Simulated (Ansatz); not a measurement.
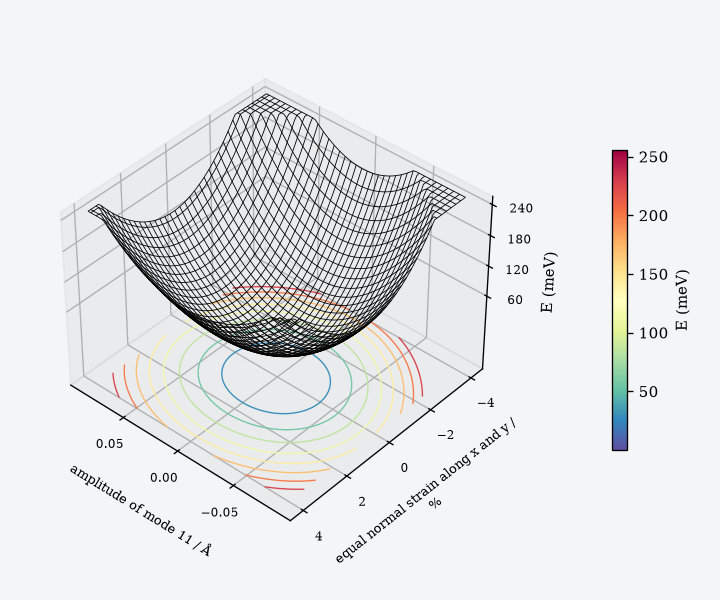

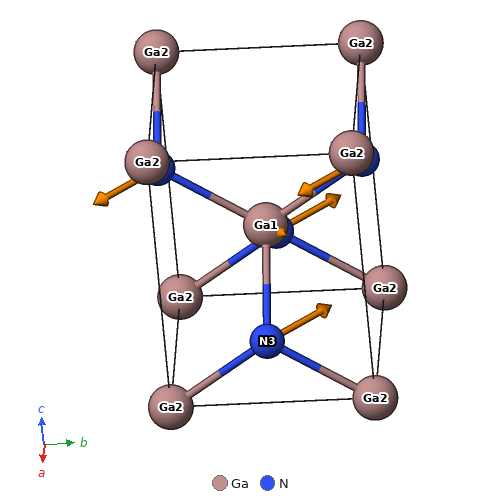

Energy landscape of GaN (F-43m, No. 216; 4 atoms in the cell). The energy is mapped over a normal mode and a strain (zone-centre modes of the 4-atom cell of this scan, which folds in the wave vector (0, 1/2, 1/2) of the primitive cell). The first coordinate is: amplitude of mode 11 (598 cm⁻¹), largest displacement in the unstrained cell; the second: equal normal strain along x and y. Nothing is relaxed (the pattern is fixed in fractional coordinates). The grid has 7 × 7 points; 28 points were computed and 21 follow by symmetry. Points are written as (first, second). Energies: meV per cell, counted from the lowest grid point. Computed with DFT PBEsol, scalar-relativistic, plane waves, PAW (Ansatz). Settings: cutoff 520 eV, k-mesh 8×8×6 in the order of the run's cell vectors, gaussian smearing 0.05 eV, no spin polarisation.

The picture shows a relief with its contours projected below, any walls above the top of the colour scale cut off. Between grid points the surface is interpolated. The second picture is the structure at the lowest point

**Where are the wells?**

The lowest grid point is at (0.000 Å, 0.00 %). It is the only kind of minimum in the scanned range. The highest grid point, (−0.087 Å, −4.00 %), lies 401 meV above the lowest. The gap on the k-mesh is 1.7 eV at the lowest point and runs from 1.1 to 2.1 eV over the map.

The values on the grid:

```tsv
second ↓, first →	−0.087	−0.058	−0.029	0.000	0.029	0.058	0.087
4.00	289	225	186	173	186	225	289
2.67	206	136	94	80	94	136	206
1.33	158	81	36	20	36	81	158
0.00	150	66	17	0	17	66	150
−1.33	184	94	40	22	40	94	184
−2.67	267	169	109	90	109	169	267
−4.00	401	293	229	208	229	293	401
```

Each point was launched as `ansatz run input.yaml --threads 1 --pin off --max-ram 2048MiB --backend cpu --events-out ev --progress --plain --runs-dir out`. Time for the 28 points that were run: 9.6 min on 1 thread of Arm Neoverse N1, on a shared host.

PAW datasets: the set soft_1.
